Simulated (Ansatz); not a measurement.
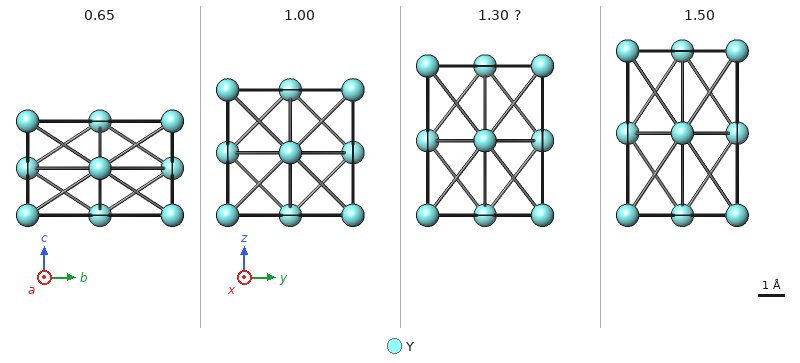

A scan of crystalline Y (Fm-3m): the ratio of the cell's length along z to its lengths across, counted as 1 for the reference, is changed at fixed volume (a tetragonal or Bain path), with the atoms kept at their fractional coordinates. x, y and z are the Cartesian axes of the input. Style: ball-and-stick. Shown: the conventional cell (4 times the calculation's cell), along the a axis. Lengths and directions refer to the drawn axes.

All numbers below come from DFT r2SCAN, scalar-relativistic, plane waves, PAW (Ansatz 0.2.0). Set-up: plane-wave cutoff 500 eV; k-point mesh 18 × 18 × 18; occupations gaussian; smearing width 0.15 eV; no spin polarisation. Energies (free energies at the smearing named) are counted from the cell as listed in its source, which wasn't relaxed.

| axial ratio over its reference value | E − E(ref) (meV/atom) |
| --- | --- |
| 0.650 | 62 |
| 0.707 | 59 |
| 0.780 | 49 |
| 0.850 | 25 |
| 0.920 | 7 |
| 0.960 | 2 |
| 1.000 | 0 |
| 1.050 | 3 |
| 1.100 | 11 |
| 1.200 | 46 |
| 1.300 | ? |
| 1.414 | 236 |
| 1.500 | 360 |

Fill in the missing row.

Answer. A straight line between the two neighbours gives 135 meV/atom. A cubic through the four nearest rows (1.100, 1.200, 1.414, 1.500) gives, with Lagrange weights, (−0.1815)(11) + (0.7103)(46) + (0.6922)(236) + (−0.2209)(360) = 115 meV/atom. The calculation gives 113 meV/atom, so the cubic is 2 meV/atom too high and the straight line 22 meV/atom too high, as the curve bends upwards here.

The whole profile:

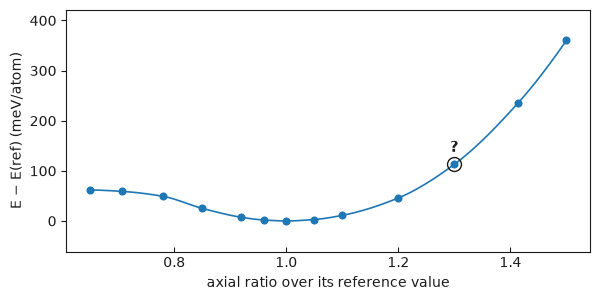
